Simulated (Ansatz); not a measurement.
## Electronic structure of La$_{2}$O$_{3}$ in real space

```yaml
crystal:
  lattice:
    - [6.25736, 0.00000, 0.00000]
    - [-3.12868, 5.41904, 0.00000]
    - [0.00000, 0.00000, 15.80744]
  atoms:
    - { symbol: La, position: [0.33333, 0.66667, 0.02828] }
    - { symbol: La, position: [0.00000, 0.00000, 0.36161] }
    - { symbol: La, position: [0.66667, 0.33333, 0.69494] }
    - { symbol: La, position: [0.00000, 0.00000, 0.13839] }
    - { symbol: La, position: [0.66667, 0.33333, 0.47172] }
    - { symbol: La, position: [0.33333, 0.66667, 0.80506] }
    - { symbol: La, position: [0.33333, 0.66667, 0.30506] }
    - { symbol: La, position: [0.00000, 0.00000, 0.63839] }
    - { symbol: La, position: [0.66667, 0.33333, 0.97172] }
    - { symbol: La, position: [0.66667, 0.33333, 0.19494] }
    - { symbol: La, position: [0.33333, 0.66667, 0.52828] }
    - { symbol: La, position: [0.00000, 0.00000, 0.86161] }
    - { symbol: O, position: [0.28664, 0.00000, 0.25000] }
    - { symbol: O, position: [0.95331, 0.33333, 0.58333] }
    - { symbol: O, position: [0.61997, 0.66667, 0.91667] }
    - { symbol: O, position: [0.00000, 0.28664, 0.25000] }
    - { symbol: O, position: [0.66667, 0.61997, 0.58333] }
    - { symbol: O, position: [0.33333, 0.95331, 0.91667] }
    - { symbol: O, position: [0.71336, 0.71336, 0.25000] }
    - { symbol: O, position: [0.38003, 0.04669, 0.58333] }
    - { symbol: O, position: [0.04669, 0.38003, 0.91667] }
    - { symbol: O, position: [0.38003, 0.33333, 0.08333] }
    - { symbol: O, position: [0.04669, 0.66667, 0.41667] }
    - { symbol: O, position: [0.71336, 0.00000, 0.75000] }
    - { symbol: O, position: [0.66667, 0.04669, 0.08333] }
    - { symbol: O, position: [0.33333, 0.38003, 0.41667] }
    - { symbol: O, position: [0.00000, 0.71336, 0.75000] }
    - { symbol: O, position: [0.95331, 0.61997, 0.08333] }
    - { symbol: O, position: [0.61997, 0.95331, 0.41667] }
    - { symbol: O, position: [0.28664, 0.28664, 0.75000] }
```

Space group R-3c; a generated structure, not necessarily the stable one.

Theory: Ansatz 0.2.0, DFT PBE, scalar-relativistic, plane waves, PAW.

The density is the valence pseudo-density of a PAW calculation; it isn't the true density close to the nuclei.

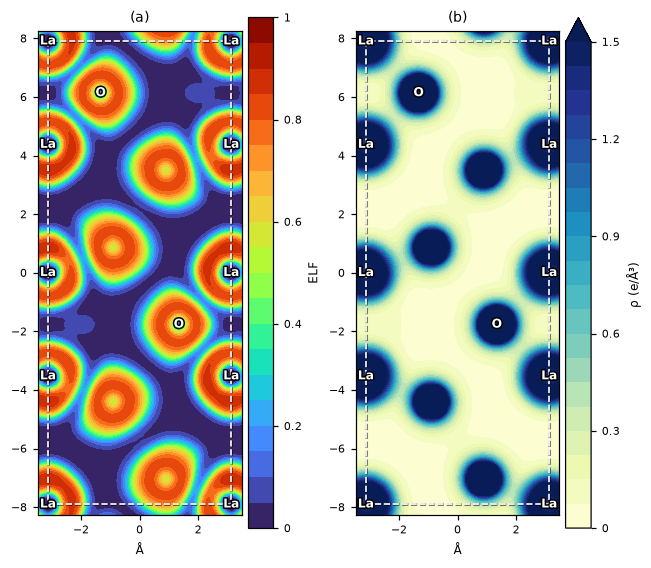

Figure 1. (a) ELF; (b) valence pseudo-density on the (010) plane of the conventional cell.

What do the fields say about this system?

Atoms in the plane: La and O. Atoms just off the plane (O, 0.3 Å away) can leave unmarked features too. La–O (2.52 Å): the density is about 0.38 e/Å³ at the midpoint, with its minimum of 0.34 e/Å³ about 1.4 Å from La; the ELF is about 0.20 at the midpoint (a closed-shell, largely ionic contact). Between the atoms the lowest density in this plane is 0.01 e/Å³. The features right at La lie inside the PAW spheres, where the map follows smoothed inner orbitals and isn't to be read closely.

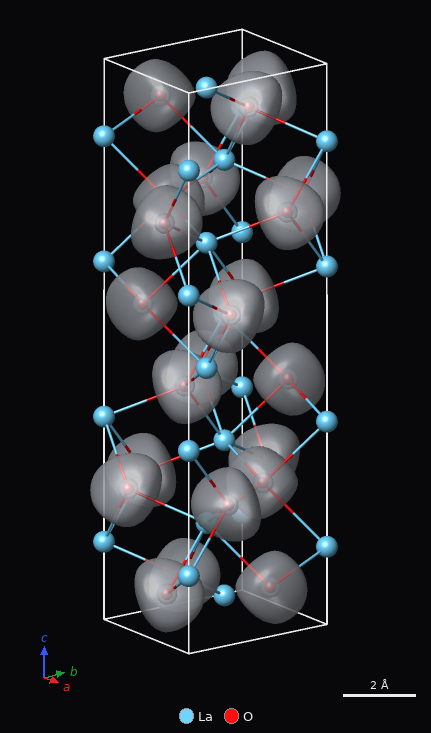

Figure 2. Isosurface of the ELF at 0.6 (grey), seen slightly off an axis. Core shells and regions of very low density are left out. Sticks mark near contacts.

Describe the localisation domains.

The surface consists of 18 regions wrapped around O (the valence shell of each), counted in one cell of 30 atoms. Regions shared between cells count once. Profiles from the grid: La–O (2.41 Å): the ELF is about 0.25 at the midpoint: a largely ionic contact.

How much charge does the calculation move between the atoms?

Electrons move from La towards O. Bader charges: La +2.03 and O −1.35 e.

Does the calculation make it a metal, or give it a gap?

It is gapped, with a Kohn–Sham gap of 3.8 eV on the k-point mesh (the band edges may lie off the mesh, which would make the gap smaller).
